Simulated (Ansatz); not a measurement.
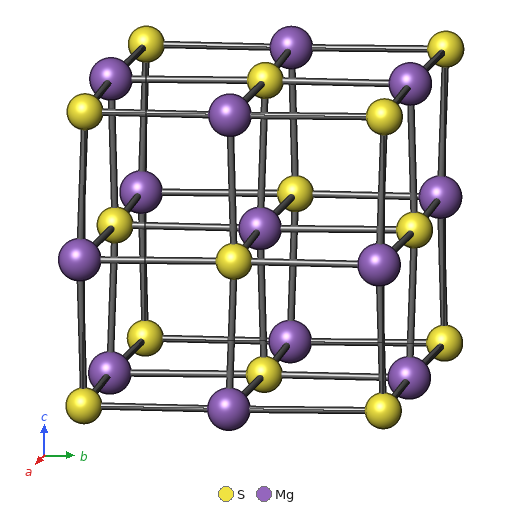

Drawn in the ball-and-stick manner and seen slightly off an axis. One drawn cell (a repeat of the simulation cell) is framed, with atoms on its boundary repeated. Cell: a = 5.38 Å, b = 5.38 Å, c = 5.31 Å, α = 88.47°, β = 91.03°, γ = 90.88°.

Shown is a known structure type with the cell strained and the atoms shaken on purpose, as it stood before any relaxation. It went into a calculation with Ansatz.

Q: State composition, symmetry and coordination.

A: This is MgS. No point symmetry survives, so the space group is P1. It is a distorted form of a face-centred cubic structure, space group Fm-3m (No. 225) within 0.25 Å: rock salt (NaCl type). Atoms per cell: 8 (4 Mg, 4 S). Around each S lie six Mg in an octahedral arrangement at about 2.6 to 2.8 Å. Each Mg atom is coordinated by six S in an octahedral arrangement at about 2.6 to 2.8 Å. The bonds build a three-dimensional framework.

All computed values are from DFT, PAW plane waves, r2SCAN (Ansatz). Settings: a basis cut at 500 eV, k-points about 0.34 Å⁻¹ apart, Fermi-Dirac smearing of 0.053 eV, no spin polarisation.

Q: Does it come out as a metal, or with a gap?

A: An insulator at this level, with a gap of 3.12 eV on the k-mesh.

Q: How are the electrons shared out in a Bader analysis?

A: Mg +1.71 e; S -1.71 e.

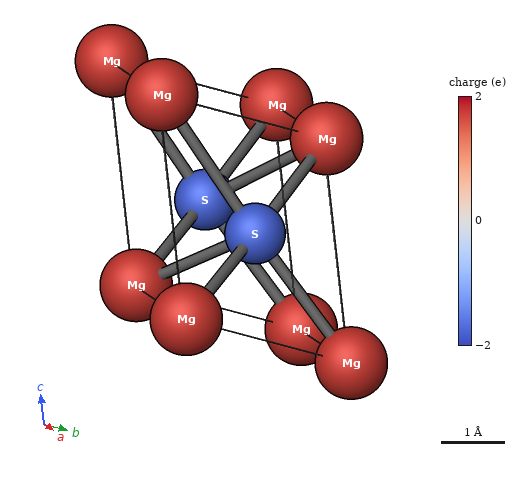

The atoms coloured by those charges. The run's cell of 2 atoms is drawn in a reduced setting, so axes and origin can differ from the first picture.

Q: Is this an equilibrium geometry for the method given?

A: No. The largest force is 0.13 eV/Å, on Mg and S. The pressure is -5.5 GPa, so the cell would contract.

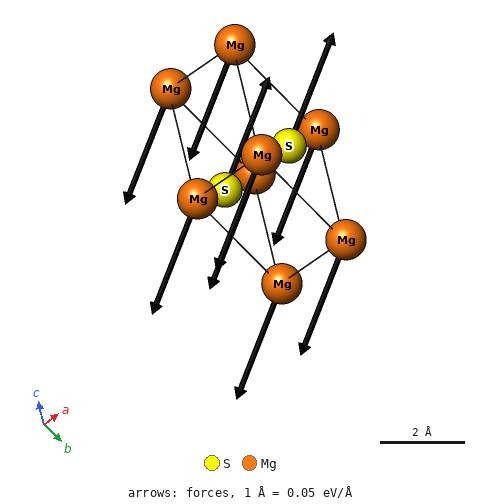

The forces as arrows. The run's cell of 2 atoms is drawn in a reduced setting, so axes and origin can differ from the first picture.
